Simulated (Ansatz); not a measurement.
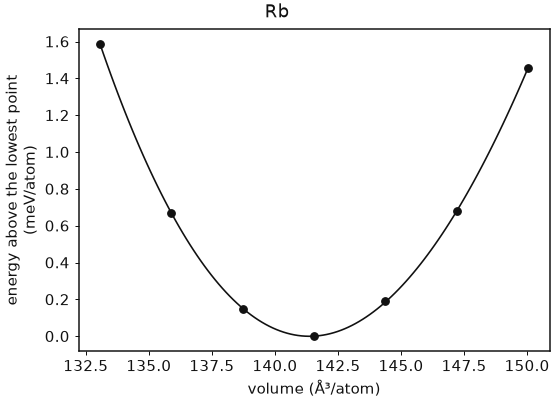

The figure shows the energy above the lowest point against volume for Rb, space group Fd-3m (No. 227) (one of a set of cubic test structures, which need not be the stable phase).

Calculation (Ansatz 0.2.0 development build): equation of state of a cubic crystal from periodic Kohn-Sham density functional theory without spin, third-order Birch-Murnaghan fit to the free energies; pressure corrected for the finite basis. Level: PBE.

- structure type: diamond
- atoms in cell: 2
- space group number: 227
- lattice centring: face-centred primitive
- k mesh: 9×9×9
- occupation method: Fermi–Dirac
- occupation width: 0.06123 eV
- wave cutoff: 390 eV
- datasets: hand-made PAW
- density tolerance: 1e−09 eV
- bands: 13
- density cutoff ratio: 4
- search for lower states: default

From this curve and the settings, what does the calculation give for the pressure at the same points?

The pressure falls from 0.06 GPa at volume 133.1 Å³/atom to −0.05 GPa at 150.0 Å³/atom, and changes sign near 141.6 Å³/atom.

| volume (Å³/atom) | pressure (GPa) |
| --- | --- |
| 133.1 | 0.06 |
| 135.9 | 0.04 |
| 138.7 | 0.02 |
| 141.6 | 0.00 |
| 144.4 | −0.02 |
| 147.2 | −0.04 |
| 150.0 | −0.05 |

Caveats: cubic model structure, not the ambient form; modest k-mesh, values are not fully converged in k.
